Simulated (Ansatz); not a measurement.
# Ni: geometry relaxation (part 1 of 3)

System: Ni (slab, 10 atoms in the cell).
Method: DFT PBE+D3(BJ), scalar-relativistic, plane waves, PAW, spin-polarised (Ansatz 0.2.0).

The structure derives from an entry of the Crystallography Open Database. The input holds or restrains some coordinates. Forces given for the steps count only the free coordinates. Figures and captions count atoms from 1; the log counts them from 0 in places.

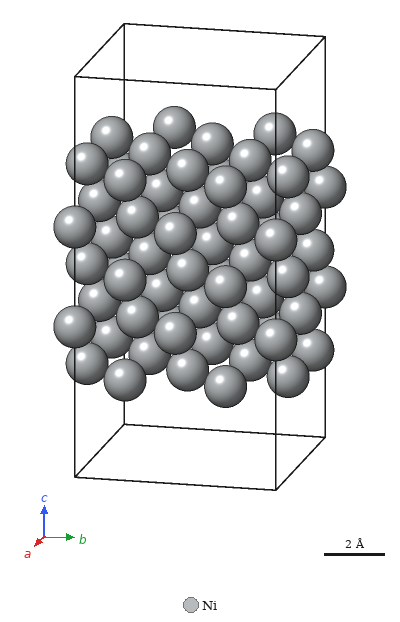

Fig. 1: The structure as given in the input (spheres-only view of the 2 × 2 repeat of the cell, with the vacuum cut short, seen slightly off an axis). An atom can appear more than once, as a periodic image.

### The input
```yaml
crystal:
  lattice:
    - [3.4781861089, 0.0, 0.0]
    - [0.0, 3.4781861089, 0.0]
    - [0.0, 0.0, 23.9563722178]
  atoms:
    - { symbol: Ni, position: [0.0, 0.5, 0.3548116519], spin: 0.74 }
    - { symbol: Ni, position: [0.5, 0.0, 0.3548116519], spin: 0.74 }
    - { symbol: Ni, position: [0.5, 0.5, 0.4274058259], spin: 0.74 }
    - { symbol: Ni, position: [0.0, 0.0, 0.4274058259], spin: 0.74 }
    - { symbol: Ni, position: [0.0, 0.5, 0.5], spin: 0.74 }
    - { symbol: Ni, position: [0.5, 0.0, 0.5], spin: 0.74 }
    - { symbol: Ni, position: [0.5, 0.5, 0.5725941741], spin: 0.74 }
    - { symbol: Ni, position: [0.0, 0.0, 0.5725941741], spin: 0.74 }
    - { symbol: Ni, position: [0.0, 0.5, 0.6451883481], spin: 0.74 }
    - { symbol: Ni, position: [0.5, 0.0, 0.6451883481], spin: 0.74 }
basis:
  ecutwfc: 420
kpoints:
  mp_grid: { grid: [8, 8, 1] }
hamiltonian:
  xc: pbe
  dispersion: d3bj
scf:
  occupations: { method: gaussian, width: 0.1 }
output:
  forces: true
  eigenvalues: true
  populations: true
  write_density: true
  write_potential: true
  elf: true
  volumetric_format: npy
magnetization:
  spin_polarized: true
relax:
  adjacent_minimum: "off"
  f_tol: 0.03
  max_steps: 70
  constraints: [{ sites: [0, 1, 2, 3] }]
efield:
  axis: 3
  dipole_correction: true
```

Machine: 4 threads of Intel Xeon (Sapphire Rapids), 64 GiB of memory available, shared host.

Launched with:
```bash
ansatz run input.yaml --threads 4 --pin off --max-ram 10240MiB --backend cpu --events-out ev --progress --plain --runs-dir out
```

### Log
```
Engine: ansatz 0.2.0, x86_64-unknown-linux-gnu
Pseudopotentials: kind: paw
Pseudopotential: Ni, paw, valence charge 18, recommended cutoff 420 eV (normal), Ni.paw.azcp
Functional definition: PBE
  parameter kappa = 0.804
  parameter beta = 0.06672455060314922
  exchange = pbe_x(kappa = kappa, mu = beta*pi^2/3)
  correlation = pbe_c(beta = beta)
Crystal: 10 atoms, lattice volume = 289.819 Å³
Basis set: ecut = 420 eV, 5629 PW (Γ), exchange–correlation on 48×48×324 points (8 copies of the dense FFT grid, shifted against one another)
Bands: 113, of which v1, the nominal top of the filled ones, is band 90 counted from 1 (89 counted from 0)
Symmetry: 16 space group operations
k-points: 15 of 64
Non-local potential: Ni, projectors of the file, l = 0: 3, l = 1: 2, l = 2: 3, l = 3: 1
PAW form: soft (Blöchl's): semilocal exchange-correlation on the pseudo side does not see the compensation charge
PAW one-centre angular grid: Ni, 590 points (default); XC on 64 Gauss nodes
Initial density: superposition of atomic densities (neutral atoms: chi_scale 0, normalization atom)
Starting moments: Σ|m| = 7.4 μB on 10 of 10 sites
Initial wavefunctions: pseudopotential atomic-orbital guess
Functional: x = pbe(κ = 0.804, μ = 0.2195149727645171), c = pbe(β = 0.06672455060314922)
SCF iter   1: F=—  HF=-58387.623222 eV  |F-HF|=—  |Δ(HF+E_count)|=         —  Δρ=3.08e-2 (↑1.46e-2 ↓3.08e-2)  dr2=9.52e0  dr2_m=6.11e-1  M=7.687 μB ∫|m|=8.076 μB  β_m=1.00  ethr=3.10e-3  p=0.000 e·Å  D=6.71e-13 V/Å  ΔV_dip=-0.00 eV  dr2_dipole=2.54e-8  V_vac-E_F(+/−)=7.18/7.18 eV  ⟨swp⟩=9.5  Hψ=16409  notcnv=0  defer=107
Mixer restart at iter 1: flushing history
efield: sawtooth ramp at fractional position 0.9500 (placed from the atoms, in the widest stretch of the axis that holds none; the zero of the levels goes with the place), width 0.1000; the density the first Hamiltonian is built on has a dipole p = 0.000 e·Å; the dipole correction subtracts the counter field D = 6.71e-13 V/Å, which shifts the + side's vacuum level by -0.00 eV against the − side's; the planar-averaged density in the ramp window peaks in size at 1.0e-5 e/Å³
preconditioner: auto → LDOS  [metal: Δε(μ)=0.008 eV  Ē_g=7.495 eV  σ=0.100 eV  W_gap=0.05  n_scr=70 (ndim 8)  ℏωp=21.8 eV  f_vac=0.574  D(μ)=19.92/eV (n_scr^D=194)]
spin=Collinear: LDOS preconditioning applied to the charge; magnetization (m = ρ↑ − ρ↓) channel mixes plain (no charge-response kernel on spin).
SCF iter   2: F=—  HF=-58388.866612 eV  |F-HF|=—  |Δ(HF+E_count)|=    1.24e0  Δρ=1.22e-2 (↑1.22e-2 ↓1.09e-2)  dr2=1.60e0  dr2_m=7.71e-3  M=7.463 μB ∫|m|=8.199 μB  β_m=0.32  ethr=3.10e-3  p=0.000 e·Å  D=1.11e-5 V/Å  ΔV_dip=-0.00 eV  dr2_dipole=2.29e-8  V_vac-E_F(+/−)=6.32/6.32 eV  ⟨swp⟩=2.2  Hψ=5496  notcnv=0  defer=380
density mixer auto → msr1: a metal under ldos (density of states about μ 3.81 of a free-electron gas's, 70 screened modes)
SCF iter   3: F=—  HF=-58392.525942 eV  |F-HF|=—  |Δ(HF+E_count)|=    3.66e0  Δρ=6.53e-3 (↑5.69e-3 ↓6.53e-3)  dr2=3.85e-1  dr2_m=5.17e-3  M=7.364 μB ∫|m|=8.168 μB  β_m=0.49  ethr=8.87e-4  p=0.000 e·Å  D=7.84e-6 V/Å  ΔV_dip=-0.00 eV  dr2_dipole=1.13e-8  V_vac-E_F(+/−)=5.87/5.87 eV  ⟨swp⟩=2.6  Hψ=5288  notcnv=0  defer=383
SCF iter   4: F=—  HF=-58396.390677 eV  |F-HF|=—  |Δ(HF+E_count)|=    3.86e0  Δρ=6.97e-3 (↑3.95e-3 ↓6.97e-3)  dr2=2.23e-1  dr2_m=1.08e-2  M=7.054 μB ∫|m|=8.029 μB  β_m=0.75  ethr=2.14e-4  p=0.000 e·Å  D=5.83e-6 V/Å  ΔV_dip=-0.00 eV  dr2_dipole=4.41e-9  V_vac-E_F(+/−)=5.31/5.31 eV  ⟨swp⟩=2.8  Hψ=6711  notcnv=0  defer=393
SCF iter   5: F=—  HF=-58397.427878 eV  |F-HF|=—  |Δ(HF+E_count)|=         —  Δρ=6.31e-3 (↑1.93e-3 ↓6.31e-3)  dr2=1.13e-1  dr2_m=2.50e-2  M=6.654 μB ∫|m|=7.635 μB  β_m=0.75  ethr=1.24e-4  p=-0.000 e·Å  D=-1.55e-6 V/Å  ΔV_dip=0.00 eV  dr2_dipole=1.13e-8  V_vac-E_F(+/−)=5.01/5.01 eV  ⟨swp⟩=2.9  Hψ=7110  notcnv=0  defer=397
SCF iter   6: F=—  HF=-58397.416251 eV  |F-HF|=—  |Δ(HF+E_count)|=   1.16e-2  Δρ=3.41e-3 (↑1.37e-3 ↓3.41e-3)  dr2=3.68e-2  dr2_m=5.07e-3  M=6.653 μB ∫|m|=7.607 μB  β_m=0.66  ethr=6.30e-5  p=0.000 e·Å  D=2.69e-6 V/Å  ΔV_dip=-0.00 eV  dr2_dipole=1.02e-8  V_vac-E_F(+/−)=5.00/5.00 eV  ⟨swp⟩=2.1  Hψ=5290  notcnv=0  defer=414
SCF iter   7: F=—  HF=-58397.409724 eV  |F-HF|=—  |Δ(HF+E_count)|=   6.53e-3  Δρ=6.95e-4 (↑5.40e-4 ↓6.95e-4)  dr2=2.25e-3  dr2_m=2.24e-4  M=6.660 μB ∫|m|=7.616 μB  β_m=0.69  ethr=2.04e-5  p=-0.000 e·Å  D=-2.66e-6 V/Å  ΔV_dip=0.00 eV  dr2_dipole=4.23e-9  V_vac-E_F(+/−)=4.94/4.94 eV  ⟨swp⟩=2.0  Hψ=4905  notcnv=0  defer=397
SCF iter   8: F=—  HF=-58397.409825 eV  |F-HF|=—  |Δ(HF+E_count)|=   1.01e-4  Δρ=4.14e-4 (↑2.29e-4 ↓4.14e-4)  dr2=6.52e-4  dr2_m=6.25e-5  M=6.656 μB ∫|m|=7.610 μB  β_m=0.68  ethr=1.25e-6  p=0.000 e·Å  D=3.91e-6 V/Å  ΔV_dip=-0.00 eV  dr2_dipole=6.38e-9  V_vac-E_F(+/−)=4.94/4.94 eV  ⟨swp⟩=2.9  Hψ=6450  notcnv=0  defer=404
SCF iter   9: F=—  HF=-58397.410075 eV  |F-HF|=—  |Δ(HF+E_count)|=   2.50e-4  Δρ=2.29e-4 (↑1.40e-4 ↓2.29e-4)  dr2=2.05e-4  dr2_m=1.44e-5  M=6.652 μB ∫|m|=7.609 μB  β_m=0.59  ethr=3.62e-7  p=-0.000 e·Å  D=-3.18e-6 V/Å  ΔV_dip=0.00 eV  dr2_dipole=2.77e-9  V_vac-E_F(+/−)=4.93/4.93 eV  ⟨swp⟩=2.5  Hψ=5628  notcnv=0  defer=401
SCF iter  10: F=—  HF=-58397.410046 eV  |F-HF|=—  |Δ(HF+E_count)|=   2.83e-5  Δρ=6.22e-5 (↑6.22e-5 ↓5.80e-5)  dr2=1.74e-5  dr2_m=3.22e-6  M=6.652 μB ∫|m|=7.610 μB  β_m=0.56  ethr=1.14e-7  p=0.000 e·Å  D=5.73e-8 V/Å  ΔV_dip=-0.00 eV  dr2_dipole=2.28e-10  V_vac-E_F(+/−)=4.93/4.93 eV  ⟨swp⟩=2.1  Hψ=4463  notcnv=0  defer=399
SCF iter  11: F=—  HF=-58397.410047 eV  |F-HF|=—  |Δ(HF+E_count)|=   4.82e-7  Δρ=2.08e-5 (↑2.08e-5 ↓1.88e-5)  dr2=3.04e-6  dr2_m=1.08e-7  M=6.652 μB ∫|m|=7.610 μB  β_m=0.54  ethr=9.65e-9  p=-0.000 e·Å  D=-1.80e-6 V/Å  ΔV_dip=0.00 eV  dr2_dipole=2.52e-11  V_vac-E_F(+/−)=4.93/4.93 eV  ⟨swp⟩=2.7  Hψ=6750  notcnv=0  defer=400
SCF iter  12: F=-58397.410039 eV  HF=-58397.410047 eV  |F-HF|=8.25e-6  |Δ(HF+E_count)|=   4.09e-7  Δρ=3.81e-5 (↑1.72e-5 ↓3.81e-5)  dr2=9.18e-6  dr2_m=3.72e-7  M=6.652 μB ∫|m|=7.610 μB  ethr=1.69e-9  p=0.000 e·Å  D=1.53e-6 V/Å  ΔV_dip=-0.00 eV  dr2_dipole=7.64e-9  V_vac-E_F(+/−)=4.93/4.93 eV  ⟨swp⟩=19.5  Hψ=33901  notcnv=0
SCF 1 converged in 12 iterations: F = -58397.410039 eV  dr2 = 9.18e-6
  greatest PAW one-centre occupation: 1.001 electrons in one spin orbital (limit 2), on the Ni atom at site 9 (counted from 0), in its partial waves of l = 1
relax step   1: F+E_penalty+E_count = -58397.41003907 eV  Δ(F+E_penalty+E_count) = +0.000e0 eV  max|allowed force component| = 2.757e-1 eV/Å  Δτ_max = 0.0000 Å  (12 SCF iters, dr2 threshold 2.25e-5 eV, accepted)
Initial density: handed on by an earlier stage of this run
Starting moments: Σ|m| = 7.4 μB on 10 of 10 sites; this step starts from the density that it was given
Initial wavefunctions: those handed on with the density
iter 1 solved again at ethr=1.28e-6 eV; its pass at ethr=3.10e-3 eV (dr2=2.30e-3 eV) is discarded
SCF iter   1: F=—  HF=-58397.415407 eV  |F-HF|=—  |Δ(HF+E_count)|=         —  Δρ=7.06e-4 (↑4.77e-4 ↓7.06e-4)  dr2=2.06e-3  dr2_m=3.61e-4  M=6.650 μB ∫|m|=7.611 μB  β_m=1.00  ethr=1.28e-6  p=0.000 e·Å  D=1.24e-6 V/Å  ΔV_dip=-0.00 eV  dr2_dipole=2.52e-4  V_vac-E_F(+/−)=4.93/4.93 eV  ⟨swp⟩=3.0  Hψ=10355  notcnv=0  defer=414
efield: sawtooth ramp at fractional position 0.9500 (handed on by an earlier solve), width 0.1000; the density the first Hamiltonian is built on has a dipole p = 0.000 e·Å; the dipole correction subtracts the counter field D = 1.24e-6 V/Å, which shifts the + side's vacuum level by -0.00 eV against the − side's; the planar-averaged density in the ramp window peaks in size at 2.0e-5 e/Å³
preconditioner: auto → LDOS  [metal: Δε(μ)=0.007 eV  Ē_g=7.347 eV  σ=0.100 eV  W_gap=0.04  n_scr=12 (ndim 8)  ℏωp=21.8 eV  f_vac=0.584  D(μ)=16.58/eV (n_scr^D=168)]
spin=Collinear: LDOS preconditioning applied to the charge; magnetization (m = ρ↑ − ρ↓) channel mixes plain (no charge-response kernel on spin).
SCF iter   2: F=—  HF=-58397.415427 eV  |F-HF|=—  |Δ(HF+E_count)|=   2.03e-5  Δρ=2.63e-4 (↑2.50e-4 ↓2.63e-4)  dr2=1.83e-4  dr2_m=8.17e-6  M=6.651 μB ∫|m|=7.611 μB  β_m=0.32  ethr=1.14e-6  p=-0.000 e·Å  D=-2.54e-4 V/Å  ΔV_dip=0.01 eV  dr2_dipole=1.18e-5  V_vac-E_F(+/−)=4.93/4.93 eV  ⟨swp⟩=2.1  Hψ=4480  notcnv=0  defer=414
density mixer auto → msr1: a metal under ldos (density of states about μ 3.56 of a free-electron gas's, 70 screened modes)
SCF iter   3: F=—  HF=-58397.415490 eV  |F-HF|=—  |Δ(HF+E_count)|=   6.25e-5  Δρ=1.89e-4 (↑1.61e-4 ↓1.89e-4)  dr2=1.48e-4  dr2_m=4.57e-6  M=6.651 μB ∫|m|=7.612 μB  β_m=0.47  ethr=1.01e-7  p=-0.000 e·Å  D=-1.81e-4 V/Å  ΔV_dip=0.00 eV  dr2_dipole=1.98e-5  V_vac-E_F(+/−)=4.93/4.93 eV  ⟨swp⟩=2.1  Hψ=4928  notcnv=0  defer=414
SCF iter   4: F=—  HF=-58397.415540 eV  |F-HF|=—  |Δ(HF+E_count)|=   5.03e-5  Δρ=8.08e-5 (↑7.02e-5 ↓8.08e-5)  dr2=7.20e-5  dr2_m=1.91e-6  M=6.652 μB ∫|m|=7.612 μB  β_m=0.51  ethr=8.25e-8  p=-0.000 e·Å  D=-1.05e-4 V/Å  ΔV_dip=0.00 eV  dr2_dipole=1.57e-5  V_vac-E_F(+/−)=4.93/4.93 eV  ⟨swp⟩=1.2  Hψ=4009  notcnv=0  defer=414
SCF iter   5: F=—  HF=-58397.415556 eV  |F-HF|=—  |Δ(HF+E_count)|=   1.54e-5  Δρ=5.52e-5 (↑5.52e-5 ↓4.74e-5)  dr2=1.74e-5  dr2_m=3.98e-6  M=6.652 μB ∫|m|=7.613 μB  β_m=0.52  ethr=4.00e-8  p=-0.000 e·Å  D=-3.27e-5 V/Å  ΔV_dip=0.00 eV  dr2_dipole=3.57e-6  V_vac-E_F(+/−)=4.93/4.93 eV  ⟨swp⟩=2.4  Hψ=4771  notcnv=0  defer=414
SCF iter   6: F=—  HF=-58397.415561 eV  |F-HF|=—  |Δ(HF+E_count)|=   5.05e-6  Δρ=3.38e-5 (↑2.92e-5 ↓3.38e-5)  dr2=3.05e-6  dr2_m=1.43e-6  M=6.652 μB ∫|m|=7.613 μB  β_m=0.56  ethr=9.65e-9  p=0.000 e·Å  D=1.72e-6 V/Å  ΔV_dip=-0.00 eV  dr2_dipole=1.66e-7  V_vac-E_F(+/−)=4.93/4.93 eV  ⟨swp⟩=2.0  Hψ=4673  notcnv=0  defer=414
SCF iter   7: F=—  HF=-58397.415563 eV  |F-HF|=—  |Δ(HF+E_count)|=   2.82e-6  Δρ=1.19e-5 (↑9.05e-6 ↓1.19e-5)  dr2=5.59e-7  dr2_m=9.49e-8  M=6.652 μB ∫|m|=7.614 μB  β_m=0.52  ethr=1.70e-9  p=0.000 e·Å  D=1.19e-5 V/Å  ΔV_dip=-0.00 eV  dr2_dipole=9.45e-9  V_vac-E_F(+/−)=4.93/4.93 eV  ⟨swp⟩=2.8  Hψ=6657  notcnv=0  defer=414
SCF iter   8: F=—  HF=-58397.415563 eV  |F-HF|=—  |Δ(HF+E_count)|=   3.06e-8  Δρ=2.59e-5 (↑4.38e-6 ↓2.59e-5)  dr2=6.77e-6  dr2_m=3.94e-7  M=6.652 μB ∫|m|=7.614 μB  β_m=0.52  ethr=3.11e-10  p=0.000 e·Å  D=1.51e-5 V/Å  ΔV_dip=-0.00 eV  dr2_dipole=1.78e-6  V_vac-E_F(+/−)=4.93/4.93 eV  ⟨swp⟩=3.0  Hψ=6516  notcnv=0  defer=414
iter 9 did not close the SCF: its close was put off until two iterations running show no level that it waits for move by more than its bar (scf_convergence_deferred on its scf_iter line)
SCF iter   9: F=-58397.415562 eV  HF=-58397.415563 eV  |F-HF|=9.94e-7  |Δ(HF+E_count)|=   2.54e-8  Δρ=1.07e-5 (↑2.32e-6 ↓1.07e-5)  dr2=8.71e-7  dr2_m=5.85e-8  M=6.652 μB ∫|m|=7.614 μB  β_m=0.47  ethr=3.11e-10  p=0.000 e·Å  D=1.11e-5 V/Å  ΔV_dip=-0.00 eV  dr2_dipole=1.96e-7  V_vac-E_F(+/−)=4.93/4.93 eV  ⟨swp⟩=16.3  Hψ=28750  notcnv=0
SCF iter  10: F=-58397.415563 eV  HF=-58397.415563 eV  |F-HF|=1.69e-7  |Δ(HF+E_count)|=   5.20e-9  Δρ=5.75e-6 (↑1.28e-6 ↓5.75e-6)  dr2=2.05e-7  dr2_m=1.79e-8  M=6.652 μB ∫|m|=7.614 μB  ethr=3.11e-10  p=0.000 e·Å  D=1.36e-5 V/Å  ΔV_dip=-0.00 eV  dr2_dipole=5.96e-9  V_vac-E_F(+/−)=4.93/4.93 eV  ⟨swp⟩=9.9  Hψ=24920  notcnv=0
SCF 2 converged in 10 iterations: F = -58397.415563 eV  dr2 = 2.05e-7
relax step   2: F+E_penalty+E_count = -58397.41556323 eV  Δ(F+E_penalty+E_count) = -5.524e-3 eV  max|allowed force component| = 1.810e-1 eV/Å  Δτ_max = 0.0148 Å  (10 SCF iters, dr2 threshold 4.75e-6 eV, accepted)
```
